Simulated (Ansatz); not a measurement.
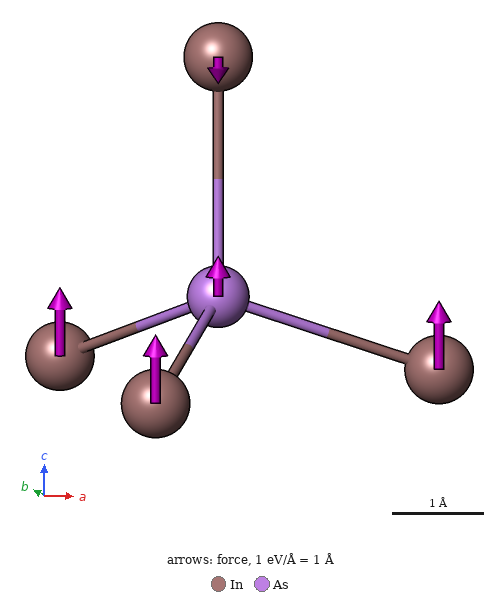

Starting geometry of an interface cell of composition InAs with the computed forces as purple arrows. The picture is a ball-and-stick view of the atoms within 4.2 Å of the atom that moves most (axes of the cell of the calculation), seen slightly off an axis.

Case: antiphase boundary on (1 1 1), species swapped.

Level of theory: DFT PBE, scalar-relativistic, plane waves, PAW (Ansatz 0.2.0).

The input:
```yaml
crystal:
  lattice:
    - [4.3743937299, 0.0, 0.0]
    - [-2.187196865, 3.7883360963, 0.0]
    - [0.0, 0.0, 21.4300651446]
  atoms:
    - { symbol: In, position: [0.0, 0.0, 0.0] }
    - { symbol: As, position: [0.6666666667, 0.3333333333, 0.2083333333] }
    - { symbol: As, position: [0.3333333333, 0.6666666667, 0.0416666667] }
    - { symbol: In, position: [0.3333333333, 0.6666666667, 0.1666666667] }
    - { symbol: In, position: [0.6666666667, 0.3333333333, 0.3333333333] }
    - { symbol: As, position: [0.0, 0.0, 0.375] }
    - { symbol: As, position: [0.0, 0.0, 0.5] }
    - { symbol: In, position: [0.6666666667, 0.3333333333, 0.7083333333] }
    - { symbol: In, position: [0.3333333333, 0.6666666667, 0.5416666667] }
    - { symbol: As, position: [0.3333333333, 0.6666666667, 0.6666666667] }
    - { symbol: As, position: [0.6666666667, 0.3333333333, 0.8333333333] }
    - { symbol: In, position: [0.0, 0.0, 0.875] }
basis:
  ecutwfc: 420
kpoints:
  mp_grid: { grid: [12, 12, 2] }
hamiltonian:
  xc: pbe
scf:
  occupations: { method: gaussian, width: 0.1 }
output:
  forces: true
  stress: true
  eigenvalues: true
  populations: true
  write_density: true
  write_potential: true
  elf: true
  volumetric_format: npy
relax:
  adjacent_minimum: "off"
  f_tol: 0.02
  max_steps: 45
  cell: { fix: [a, b, alpha, beta, gamma], stress_tol: 0.1 }
```

Run as
```bash
ansatz run input.yaml --threads 2 --pin off --max-ram 5120MiB --backend cpu --events-out ev --progress --plain --runs-dir out
```

Q: What follows when this structure is relaxed?

A: It isn't relaxed: the largest force vector, on As atoms, is 0.91 eV/Å. The final displacements follow the starting forces only in part (cosine between the two patterns 0.63). Over 4 accepted moves (5 points after the start) the energy falls by 0.237 eV per cell of the calculation. Largest force component: 0.91 eV/Å at the start, 0.0053 eV/Å at the end. Pressure: 0.61 GPa at the start and 0.35 GPa at the end. At 1 point the geometry stayed and the basis and grid were re-selected for the new cell (energy shift of 0.4 meV per cell of the calculation at most each time). The largest moves relative to the cell, 0.15 Å, are those of As3 and As11. As3 goes along +c. Largest moves by element: As 0.15 Å, In 0.09 Å. Cell: a = b unchanged at 4.374 Å, c 21.430 → 21.543 Å (+0.5 %). Volume +0.5 %. Some distances before and after: As3–In4 2.679 → 2.636 Å, In1–As3 2.679 → 2.702 Å.
